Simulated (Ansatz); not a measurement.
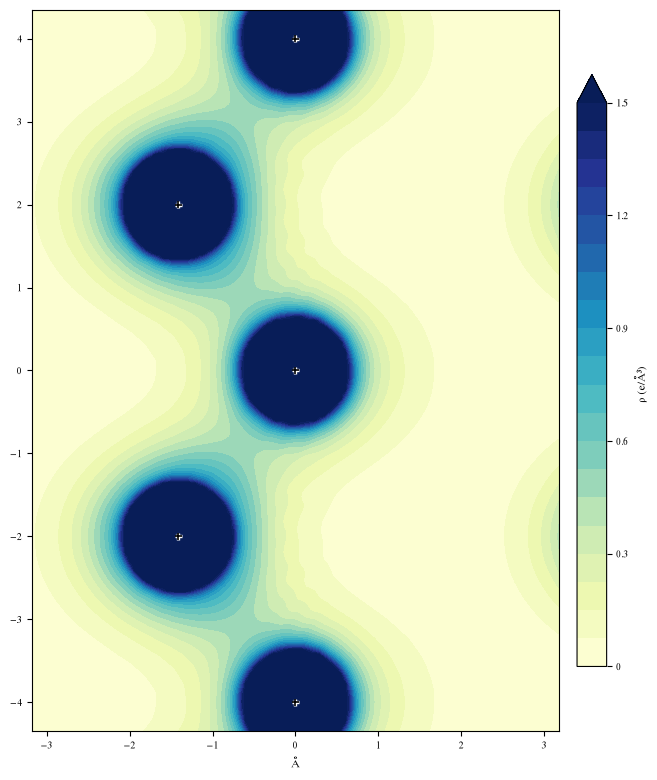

The valence pseudo-density on a plane through atoms (crosses mark nuclei in the plane).

Level of theory: DFT PBEsol, scalar-relativistic, plane waves, PAW (Ansatz).

Candidates:
A. Si, a = 3.84 Å, b = 9.43 Å, c = 10.30 Å, α = 90.00°, β = 90.00°, γ = 90.00°. Space group Fmmm; a structure from a database of computed crystals, not necessarily the ambient phase; changed on purpose from its base cell (engineering shear strain xy -0.0933, equal normal strain along x and y +0.0500); not relaxed (largest force 0.7 eV/Å); computed pressure about −7 GPa in this cell; PAW files of the earlier set (soft_1).
B. GaAs, a = 5.66 Å, b = 5.66 Å, c = 5.66 Å, α = 90.00°, β = 90.00°, γ = 90.00°. Space group F-43m; PAW files of the earlier set (soft_1).

Q: Which candidate gave the map?

A: Candidate B: GaAs on the (110) plane of the conventional cell, which holds Ga and As. Ga–As (2.45 Å): ρ is about 0.49 e/Å³ halfway.
